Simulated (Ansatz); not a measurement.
Single-point calculation, with input and output: MnO2 (part 2 of 2)

The same run, continued: MnO2 (6 atoms in the cell); DFT, HSE06, PAW, plane waves, scalar-relativistic, no spin polarisation (Ansatz 0.2.0); cutoff 420 eV, 3×3×4 k-mesh, Fermi–Dirac smearing of 0.03 eV. The structure derives from an entry of the Crystallography Open Database. It belongs to a series of runs on one base structure; here: no spin polarisation.

Geometry of the input (Å; fractional positions):
```
4.3983  0.0000  0.0000
0.0000  4.3983  0.0000
0.0000  0.0000  2.8730
Mn 0.0000  0.0000  0.0000
Mn 0.5000  0.5000  0.5000
O  0.3051  0.3051  0.0000
O  0.1948  0.8052  0.5000
O  0.6948  0.6948  0.0000
O  0.8052  0.1948  0.5000
```

## Log, continued
```
Frozen-core exchange: fock
preconditioner: auto → Kerker (q_TF=auto, 2.715 Å⁻¹)  [metal: Δε(μ)=0.033 eV  Ē_g=10.276 eV  σ=0.030 eV  W_gap=0.25  n_scr=18 (ndim 8)  ℏωp=30.7 eV  f_vac=0.035  D(μ)=5.64/eV (n_scr^D=70)]
SCF 8 converged in 10 iterations: F = -10058.989804 eV  dr2 = 6.93e-12
  Residual-converged pass: ⟨swp⟩=5.0  Hψ=1022  notcnv=0  max |occ|·‖R‖ = 9.8e-9 eV (tolerance 1.0e-8 eV)  dr2=1.13e-11  dr2_onsite=1.52e-12  max |Δocc| = 1.5e-12
hybrid outer 7: dexx = +4.464e-3 eV, tail = inf eV, Δε = 7.63e-2 eV (about 3.30e-1 eV left of the loop's levels), ΔF = 7.07e-2 eV/Å (tail inf)
Exchange kernel: α = 0.2500, screened, ω = 0.2079 Å⁻¹, Wigner–Seitz truncation, v(0) = 991.2476 eV·Å³, q-mesh 3×3×4, nearest image of the exchange supercell L = 11.49 Å, pair-density grid 24×24×18, without the augmentation charges, whose exchange is taken in its separable form by FFT convolution over the k-point m [...]
Frozen-core exchange: fock
preconditioner: auto → Kerker (q_TF=auto, 2.715 Å⁻¹)  [metal: Δε(μ)=0.024 eV  Ē_g=10.277 eV  σ=0.030 eV  W_gap=0.20  n_scr=18 (ndim 8)  ℏωp=30.7 eV  f_vac=0.035  D(μ)=5.38/eV (n_scr^D=66)]
SCF 9 converged in 11 iterations: F = -10058.998673 eV  dr2 = 1.53e-11
  Residual-converged pass: ⟨swp⟩=3.2  Hψ=689  notcnv=0  max |occ|·‖R‖ = 2.6e-7 eV (tolerance 2.7e-7 eV)  dr2=2.02e-11  dr2_onsite=3.13e-12  max |Δocc| = 6.2e-13
hybrid outer 8: dexx = +4.837e-3 eV, tail = inf eV, Δε = 7.82e-2 eV (about 3.60e-1 eV left of the loop's levels), ΔF = 6.04e-2 eV/Å (tail inf)
Exchange kernel: α = 0.2500, screened, ω = 0.2079 Å⁻¹, Wigner–Seitz truncation, v(0) = 991.2476 eV·Å³, q-mesh 3×3×4, nearest image of the exchange supercell L = 11.49 Å, pair-density grid 24×24×18, without the augmentation charges, whose exchange is taken in its separable form by FFT convolution over the k-point m [...]
Frozen-core exchange: fock
preconditioner: auto → none  [insulator: Δε(μ)=0.094 eV  Ē_g=10.274 eV  σ=0.030 eV  W_gap=0.65  n_scr=18 (ndim 8)  ℏωp=30.7 eV  f_vac=0.035  D(μ)=3.35/eV (n_scr^D=38)]
SCF 10 converged in 9 iterations: F = -10059.008845 eV  dr2 = 1.02e-10
  Residual-converged pass: ⟨swp⟩=3.2  Hψ=711  notcnv=0  max |occ|·‖R‖ = 2.6e-7 eV (tolerance 2.7e-7 eV)  dr2=1.10e-10  dr2_onsite=1.43e-11  max |Δocc| = 2.5e-13
hybrid outer 9: dexx = +5.578e-3 eV, tail = inf eV, Δε = 5.53e-2 eV (about 1.10e1 eV left of the loop's levels), ΔF = 5.67e-2 eV/Å (tail inf)
Exchange kernel: α = 0.2500, screened, ω = 0.2079 Å⁻¹, Wigner–Seitz truncation, v(0) = 991.2476 eV·Å³, q-mesh 3×3×4, nearest image of the exchange supercell L = 11.49 Å, pair-density grid 24×24×18, without the augmentation charges, whose exchange is taken in its separable form by FFT convolution over the k-point m [...]
Frozen-core exchange: fock
preconditioner: auto → none  [insulator: Δε(μ)=0.172 eV  Ē_g=10.272 eV  σ=0.030 eV  W_gap=0.84  n_scr=18 (ndim 8)  ℏωp=30.7 eV  f_vac=0.035  D(μ)=1.89/eV (n_scr^D=10)]
SCF 11 stopped early in 7 iterations: F = -10059.030477 eV  dr2 = 2.21e-3
  Residual-converged pass: ⟨swp⟩=3.3  Hψ=755  notcnv=0  max |occ|·‖R‖ = 6.6e-6 eV (tolerance 6.7e-6 eV)  dr2=2.21e-3  dr2_onsite=2.14e-3  max |Δocc| = 3.3e-11
hybrid outer 10: dexx = +3.497e-2 eV, tail = inf eV, Δε = 2.21e-1 eV (about 4.39e1 eV left of the loop's levels), ΔF = 6.90e-3 eV/Å (tail inf)
Exchange kernel: α = 0.2500, screened, ω = 0.2079 Å⁻¹, Wigner–Seitz truncation, v(0) = 991.2476 eV·Å³, q-mesh 3×3×4, nearest image of the exchange supercell L = 11.49 Å, pair-density grid 24×24×18, without the augmentation charges, whose exchange is taken in its separable form by FFT convolution over the k-point m [...]
Frozen-core exchange: fock
preconditioner: auto → none  [insulator: Δε(μ)=0.314 eV  Ē_g=10.273 eV  σ=0.030 eV  W_gap=0.88  n_scr=18 (ndim 8)  ℏωp=30.7 eV  f_vac=0.035  D(μ)=1.64/eV (n_scr^D=10)]
SCF 12 converged in 16 iterations: F = -10059.031456 eV  dr2 = 4.49e-13
  Residual-converged pass: ⟨swp⟩=4.7  Hψ=967  notcnv=0  max |occ|·‖R‖ = 9.6e-9 eV (tolerance 1.0e-8 eV)  dr2=6.87e-13  dr2_onsite=2.15e-13  max |Δocc| = 1.0e-13
  greatest PAW one-centre occupation: 1.000 electrons in one spin orbital (limit 2), on the Mn atom at site 0 (counted from 0), in its partial waves of l = 0
hybrid outer 11: dexx = +1.043e-3 eV, tail = 2.50e-5 eV, Δε = 2.45e-2 eV (about 5.99e-3 eV left of the loop's levels), ΔF = 1.27e-3 eV/Å (tail 3.96e-3)
Exchange kernel: α = 0.2500, screened, ω = 0.2079 Å⁻¹, Wigner–Seitz truncation, v(0) = 991.2476 eV·Å³, q-mesh 3×3×4, nearest image of the exchange supercell L = 11.49 Å, pair-density grid 24×24×18, without the augmentation charges, whose exchange is taken in its separable form by FFT convolution over the k-point m [...]
Frozen-core exchange: fock
SCF iter   1: F=—  HF=-10059.031461 eV  |F-HF|=—  |Δ(HF+E_count)|=         —  Δρ=1.38e-5  dr2=3.18e-8  ethr=9.88e-9  ⟨swp⟩=4.8  Hψ=711  notcnv=0
preconditioner: auto → none  [insulator: Δε(μ)=0.315 eV  Ē_g=10.273 eV  σ=0.030 eV  W_gap=0.88  n_scr=18 (ndim 8)  ℏωp=30.7 eV  f_vac=0.035  D(μ)=1.64/eV (n_scr^D=10)]
SCF iter   2: F=—  HF=-10059.031461 eV  |F-HF|=—  |Δ(HF+E_count)|=   6.23e-8  Δρ=1.13e-5  dr2=1.80e-8  ethr=3.73e-11  ⟨swp⟩=4.9  Hψ=798  notcnv=0
SCF iter   3: F=—  HF=-10059.031461 eV  |F-HF|=—  |Δ(HF+E_count)|=   1.14e-8  Δρ=8.83e-6  dr2=4.10e-8  ethr=2.78e-11  ⟨swp⟩=4.8  Hψ=744  notcnv=0
SCF iter   4: F=—  HF=-10059.031461 eV  |F-HF|=—  |Δ(HF+E_count)|=   3.09e-9  Δρ=6.65e-6  dr2=2.02e-8  ethr=2.78e-11  ⟨swp⟩=5.0  Hψ=741  notcnv=0
SCF iter   5: F=—  HF=-10059.031461 eV  |F-HF|=—  |Δ(HF+E_count)|=   1.19e-9  Δρ=2.82e-6  dr2=3.05e-9  ethr=2.78e-11  ⟨swp⟩=3.7  Hψ=567  notcnv=0
SCF iter   6: F=—  HF=-10059.031461 eV  |F-HF|=—  |Δ(HF+E_count)|=  7.62e-10  Δρ=1.71e-6  dr2=5.68e-10  ethr=4.33e-12  ⟨swp⟩=3.9  Hψ=658  notcnv=0
SCF iter   7: F=-10059.031461 eV  HF=-10059.031461 eV  |F-HF|=9.82e-11  |Δ(HF+E_count)|=  5.64e-11  Δρ=6.59e-7  dr2=1.04e-10  ethr=1.19e-12 (applied; sched 1.00e-12)  ⟨swp⟩=4.9  Hψ=615  notcnv=0
SCF 13 converged in 7 iterations: F = -10059.031461 eV  dr2 = 1.04e-10
  Residual-converged pass: ⟨swp⟩=3.9  Hψ=752  notcnv=0  max |occ|·‖R‖ = 2.4e-7 eV (tolerance 2.7e-7 eV)  dr2=1.04e-10  dr2_onsite=4.05e-11  max |Δocc| = 1.1e-14
```

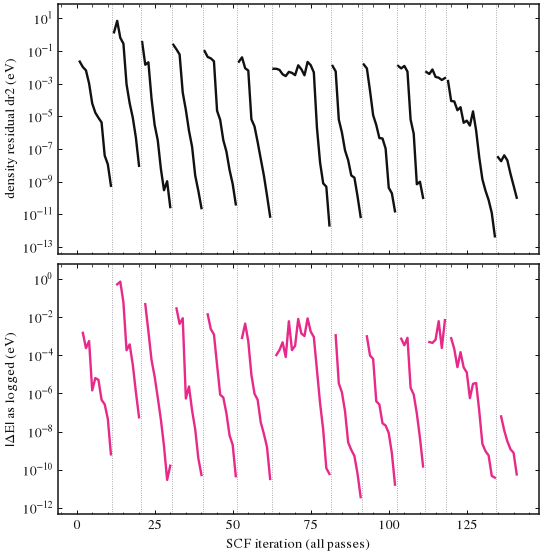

*Convergence of the self-consistent field: density residual dr2 and size of the energy change against the SCF iteration. The run starts with a semilocal functional; after that each stretch between dotted lines is one SCF of the hybrid functional between two exact rebuilds of the exchange operator by the outer loop. Early passes are stopped at a loose threshold.*

The 13 passes take 7 to 19 iterations each, 141 in all.

```
hybrid outer 12: dexx = +1.630e-7 eV, tail = 4.11e-9 eV, Δε = 2.19e-4 eV (about 3.61e-5 eV left of the loop's levels), ΔF = 1.34e-4 eV/Å (tail 1.48e-4)
the last iteration of the SCF fills more bands at one k-point than at another: 26 at k=2 and 29 at k=0 (a band counts as filled where it holds over half of its capacity, the bands of one level by their mean; [...]
hybrid SCF converged: 12 outer / 130 inner (+11 warm-up), last move |dexx| = 1.63e-7 eV, tail = 4.11e-9 eV
Stability not checked: this state was not tested for a lower state beside it, because the functional holds exact exchange (a hybrid, or Hartree-Fock), whose exchange loop this test does not read (fock_operator; see scf.lower_state_search)
Free energy (F): -10059.031461 eV
Frozen-core exchange: fock
Harris-Foulkes:  -10059.031461 eV  (|F-HF|=9.82e-11)
Internal energy: -10059.026218 eV  (E = F + TS)
E sigma→0 (E₀):  -10059.028840 eV
Entropy (-TS):   -0.005244 eV (-0.874 meV/atom)
Fermi energy:    10.140704 eV
--- Per-component energies (eV) ---
  E_band       = -715.682017
  E_kinetic    = 1304.645286
  E_local      = -5443.366467  (includes V_loc(G=0)·N_el)
  E_nonlocal   = 650.510244
  E_hartree    = 2139.479181
  E_xc         = -418.225051
  E_vxc        = -530.011749  (∫ρ·V_xc dr)
  E_exx        = -201.228189  (= α·E_x^exact, valence–valence)
  E_paw        = -3112.394866  (= ΣΔE_a)
  E_vpaw       = -573.970354  (= ΣTr[D̂ρ^β])
  E_aug_tail   = 0.009613  (compensation charges beyond the density's cutoff)
  E_ewald      = -4977.956202
  E_core_change = -0.499766  (= ΣΔE_core)
  E_smearing   = -0.005244  (= −TS)
  E_closure    = -0.000000  (closes the sum)
  Σ components = -10059.031461   (vs F -10059.031461, Δ=0.00e0)
--- Forces (eV/Å), atoms counted from 1 ---
  atom   1  Mn     0.00000000    -0.00000000     0.00000000
  atom   2  Mn     0.00000000     0.00000000     0.00000000
  atom   3  O     -0.41557960    -0.41557960     0.00000000
  atom   4  O      0.41557960    -0.41557960     0.00000000
  atom   5  O      0.41557960     0.41557960     0.00000000
  atom   6  O     -0.41557960     0.41557960     0.00000000
  max |Σ_I F_I| component: 1.67e-16 eV/Å
--- Stress (GPa, compression-positive) ---
      -18.871469       0.000000       0.000000
        0.000000     -18.871469       0.000000
        0.000000       0.000000     -12.731744
  P = ⅓ Tr σ = -16.8249 GPa (-168.249 kbar)
--- Band table (eV; the first three rows and the last of 9) ---
  k-point 0: bands = ["-75.3467", "-75.3443", "-43.0401", "-43.0401", "-42.1440", "-42.1315", "-41.8896", "-41.8896", "-12.0694", "-10.1356", "-9.7168", "-9.7168", "1.3724", "2.2222", "2.8262", "4.3354", "4.3354", "5.4106", "5.4106", "5.9971", "8.0211", "8.1088", "8.3148", "8.5775", "8.5775", "8.7101", "9.7305", "9.9694", "9.9694", "12.0149"]
  k-point 1: bands = ["-75.3416", "-75.3399", "-43.0368", "-43.0368", "-42.2047", "-42.1968", "-41.8794", "-41.8794", "-11.4709", "-10.0070", "-9.8076", "-9.8076", "2.2076", "2.7579", "3.6291", "3.8562", "3.8562", "4.3157", "5.5845", "6.3166", "6.3166", "6.9199", "6.9199", "8.2606", "8.5137", "8.9964", "9.4203", "11.2852", "11.2852", "11.8617"]
  k-point 2: bands = ["-75.3360", "-75.3360", "-43.0323", "-43.0323", "-42.2633", "-42.2633", "-41.8688", "-41.8688", "-10.3583", "-10.3583", "-9.9015", "-9.9015", "3.0960", "3.0960", "3.8571", "3.8571", "4.1643", "4.1643", "5.4042", "5.4042", "5.7710", "5.7710", "6.7439", "6.7439", "8.6263", "8.6263", "10.6041", "10.6041", "11.9437", "11.9437"]
  k-point 8: bands = ["-75.3359", "-75.3359", "-43.0319", "-43.0318", "-42.2635", "-42.2632", "-41.8693", "-41.8691", "-10.2216", "-10.1880", "-10.0516", "-10.0110", "2.4150", "2.9558", "3.0678", "3.1492", "4.1384", "4.7884", "5.1735", "5.4278", "6.6965", "6.8832", "7.2667", "7.9349", "8.6265", "8.6318", "9.4382", "10.4096", "11.3243", "11.9704"]
  guard bands above this table: 3 of the run's 33 bands. The solve was not asked for them (output.publish_guard_bands: true or output.eigenvalues: true publishes all)
```

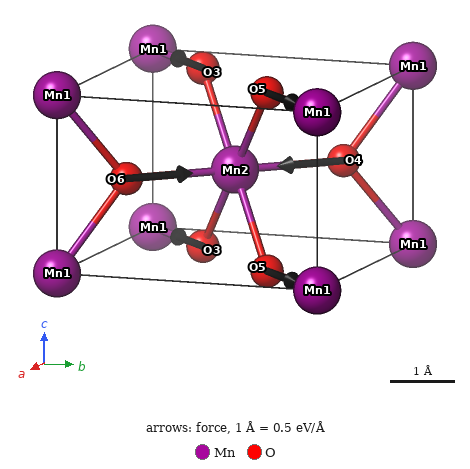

*Forces on the atoms as black arrows (ball-and-stick view of the cell of the calculation, seen slightly off an axis; atoms are numbered from 1 in the order of the input).*

The largest act on all 4 O atoms (0.59 eV/Å). 

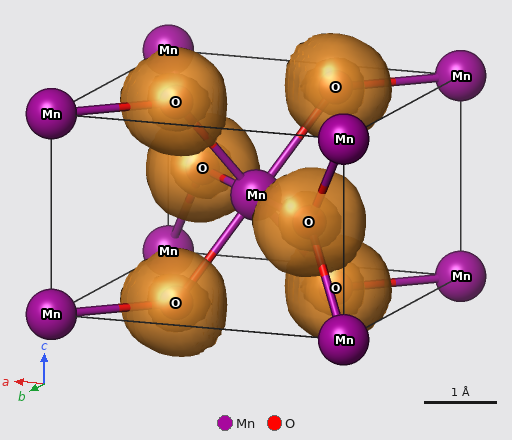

*Isosurface of the ELF at 0.75 (orange), seen at an oblique angle. Only the valence region is drawn (cores and ρ < 0.01 e/Å³ removed). Sticks mark near contacts. The outline is the cell set on symmetry axes.*

Profiles from the grid: Mn–O (1.88 Å): the ELF is about 0.20 at the midpoint; a polar contact without a shared pair, in a metal. Core electrons are frozen (PAW), so the fields are smoothed inside the atomic spheres.

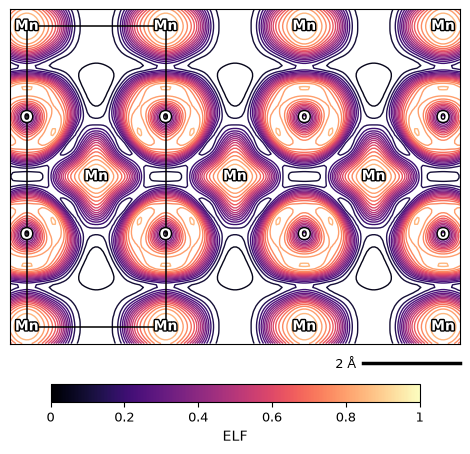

*ELF on the (11̄0) plane of the conventional cell.*

The plane passes through Mn and O nuclei. Mn–O (1.90 Å): the ELF is about 0.25 at the midpoint (a polar contact without a shared pair, in a metal). The strong features right at Mn lie inside the PAW spheres (semicore, d or f shells) and say nothing about bonding.

## Summary

- outcome: converged
- space group (tolerance 0.01 Å): P4₂/mnm (136)
- electrons treated: 54
- free energy: −10059.0315 eV
- Fermi energy: 10.141 eV
- pressure: −16.82 GPa
- largest force (length of the vector): 0.588 eV/Å
- wall time: 21 s (CPU time 70 s)
- peak memory: 0.77 GiB

## Notes

Warnings of the run: the exchange loop's threshold is looser than advised for the stress; the SCF threshold is looser than advised for the printed stress. The run has no spin polarisation, so a magnetic state may lie lower. The k-point mesh is coarse for a cell of this size, so the results may not be converged.
